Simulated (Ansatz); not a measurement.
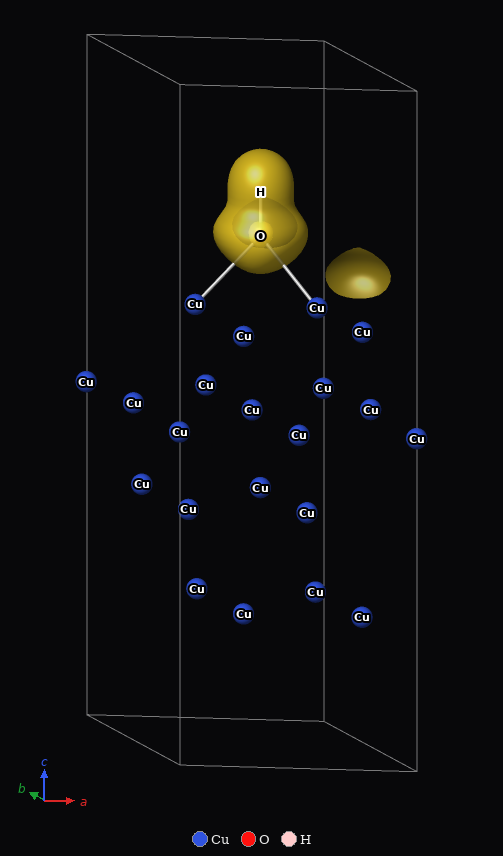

The picture shows: Cu$_{16}$HO (slab). Isosurface of the ELF at 0.55 (yellow), seen slightly off an axis. Core shells and regions of very low density are left out. Sticks mark near contacts.

Computed without spin polarisation.

Method: DFT PBE, scalar-relativistic, plane waves, PAW in Ansatz.

In a PAW calculation such maps are meaningful between the atoms, not at the nuclei.

Describe the localisation domains.

The surface consists of one joined region spread over several atoms (H, O), in which their bonds and any lone pairs are merged, counted in one cell of 18 atoms. Counts are for one cell; the picture repeats the cell along the surface. Along the contacts the grid gives the following. O–H (0.97 Å): the ELF climbs to about 1 towards the hydrogen, as it does in any bond to H: a covalent bond by its length. Cu–O (2.05 Å): the ELF peaks at about 0.85 in the valence shell of O, 0.6 Å from its nucleus, and is about 0.15 at the midpoint: no localised pair shows between them.

Does the calculation give a band gap?

It is metallic or semimetallic at this level of theory: no gap opens.
